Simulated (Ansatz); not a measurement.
TiSi2

The calculation's input:

```
crystal:
  lattice:
    - [-1.7738039272, -6.7803428764, 3.5792221412]
    - [-1.7738039272, 6.7803428764, 3.5792221412]
    - [-7.0952157089, 0.0, -3.5792221412]
  atoms:
    - { symbol: Ti, position: [0.996818948, 0.203181052, 0.45] }
    - { symbol: Ti, position: [0.396818948, 0.603181052, 0.25] }
    - { symbol: Ti, position: [0.796818948, 0.003181052, 0.05] }
    - { symbol: Ti, position: [0.196818948, 0.403181052, 0.85] }
    - { symbol: Ti, position: [0.596818948, 0.803181052, 0.65] }
    - { symbol: Ti, position: [0.003181052, 0.796818948, 0.55] }
    - { symbol: Ti, position: [0.403181052, 0.196818948, 0.35] }
    - { symbol: Ti, position: [0.803181052, 0.596818948, 0.15] }
    - { symbol: Ti, position: [0.203181052, 0.996818948, 0.95] }
    - { symbol: Ti, position: [0.603181052, 0.396818948, 0.75] }
    - { symbol: Si, position: [0.6591475243, 0.5408524757, 0.45] }
    - { symbol: Si, position: [0.0591475243, 0.9408524757, 0.25] }
    - { symbol: Si, position: [0.4591475243, 0.3408524757, 0.05] }
    - { symbol: Si, position: [0.8591475243, 0.7408524757, 0.85] }
    - { symbol: Si, position: [0.2591475243, 0.1408524757, 0.65] }
    - { symbol: Si, position: [0.3408524757, 0.4591475243, 0.55] }
    - { symbol: Si, position: [0.7408524757, 0.8591475243, 0.35] }
    - { symbol: Si, position: [0.1408524757, 0.2591475243, 0.15] }
    - { symbol: Si, position: [0.5408524757, 0.6591475243, 0.95] }
    - { symbol: Si, position: [0.9408524757, 0.0591475243, 0.75] }
    - { symbol: Si, position: [0.3498281361, 0.8501718639, 0.45] }
    - { symbol: Si, position: [0.7498281361, 0.2501718639, 0.25] }
    - { symbol: Si, position: [0.1498281361, 0.6501718639, 0.05] }
    - { symbol: Si, position: [0.5498281361, 0.0501718639, 0.85] }
    - { symbol: Si, position: [0.9498281361, 0.4501718639, 0.65] }
    - { symbol: Si, position: [0.6501718639, 0.1498281361, 0.55] }
    - { symbol: Si, position: [0.0501718639, 0.5498281361, 0.35] }
    - { symbol: Si, position: [0.4501718639, 0.9498281361, 0.15] }
    - { symbol: Si, position: [0.8501718639, 0.3498281361, 0.95] }
    - { symbol: Si, position: [0.2501718639, 0.7498281361, 0.75] }
basis:
  ecutwfc: 420
  xc_grid: 2
kpoints:
  mp_grid: { grid: [4, 4, 3], shift: [0.5, 0.5, 0.0] }
hamiltonian:
  xc: pbe
scf:
  occupations: { method: gaussian, width: 0.1 }
output:
  forces: true
  stress: true
  eigenvalues: true
  write_density: true
  write_potential: true
  elf: true
  volumetric_format: npy
```

Run with:

```sh
ansatz run input.yaml --threads 4 --pin off --max-ram 10240MiB --backend cpu --events-out ev --progress --plain --runs-dir out
```

Space group Cmcm; a structure from a database of computed crystals, not necessarily the ambient phase; computed without spin polarisation.

Level of theory: Ansatz, DFT PBE, scalar-relativistic, plane waves, PAW.

### What can the converged valence pseudo-density and electron localisation function tell about the bonding?

Si–Si (2.52 Å): ρ at the midpoint is about 0.39 e/Å³; the ELF peaks at about 0.75 between the atoms.

### Does the calculation make it a metal, or give it a gap?

It is metallic or semimetallic at this level of theory: no gap opens.

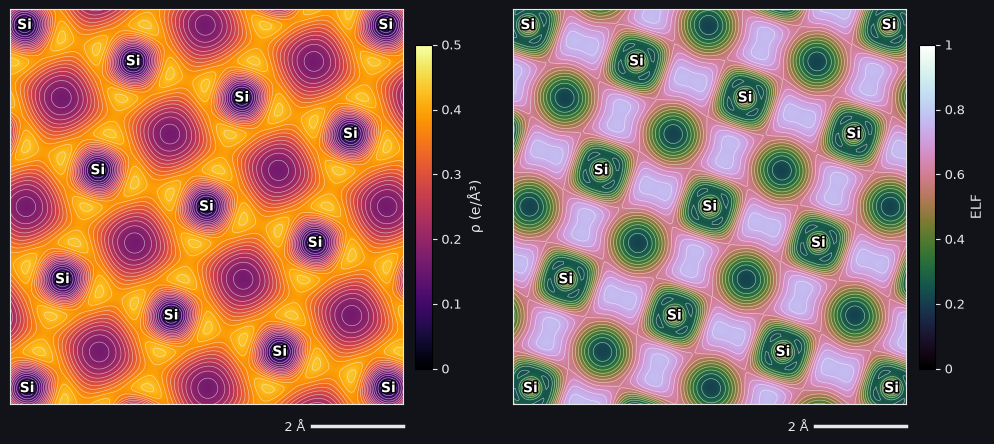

Computed valence pseudo-density and electron localisation function on the (11̄0) plane of the calculation cell, in this order. 

In a PAW calculation such maps are meaningful between the atoms, not at the nuclei.
